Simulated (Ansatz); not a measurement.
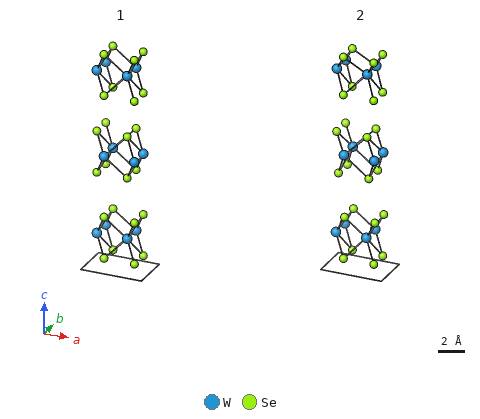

Two geometries of crystalline WSe₂ (set up in P1), drawn at one scale. One is the start of a relaxation, the other its converged end. A ball-and-stick model of the 2 × 2 repeat of the cell, outlined in the plane, without the vacuum, seen slightly off an axis.

Level of theory: DFT PBEsol, scalar-relativistic, plane waves, PAW in Ansatz 0.2.0. Set-up: plane-wave cutoff 420 eV; k-point mesh 12 × 12 × 1; occupations gaussian; smearing width 0.05 eV; no spin polarisation; cell and atoms relaxed; force threshold 0.01 eV/Å; at most 80 steps.

### Which of the two is the end point?

Structure 1 is the relaxed one. Case: all atoms moved at random, sigma 0.1 Å for each component; relaxed back. Over 4 accepted moves (6 points after the start) the energy falls by 240 meV per atom. Largest force component: 7.5 eV/Å at the start, 0.0022 eV/Å at the end. The line search rejected the trial step at point 3 of the run. At 1 point the geometry stayed and the basis and grid were re-selected for the new cell (energy shift of less than 0.05 meV per atom at most each time). The atom that moves furthest relative to the layer's centre is a Se atom (0.22 Å at 15° to the normal (+c side)). Largest moves by element: Se 0.22 Å, W 0.12 Å. In the plane the drawn cell goes a 6.542 → 6.542 Å (0.0 %), b 6.542 → 6.541 Å (0.0 %). Some distances before and after: Se–W 2.245 → 2.522 Å, Se–W 2.740 → 2.524 Å, Se–W 2.322 → 2.524 Å, Se–W 2.353 → 2.522 Å. Bond angles that change, for instance: Se–W–Se 90.8° → 80.8°, W–Se–W 90.7° → 80.8°, W–Se–W 88.2° → 80.8°. The space group stays P1 (No. 1). Cost: 3.8 min on 2 threads of AMD EPYC 9R45 96-Core Processor (Zen 5) (shared host), peak memory 1.5 GiB.

Limits of the set-up: layers or molecules are held without a dispersion correction, so their spacing is unreliable.
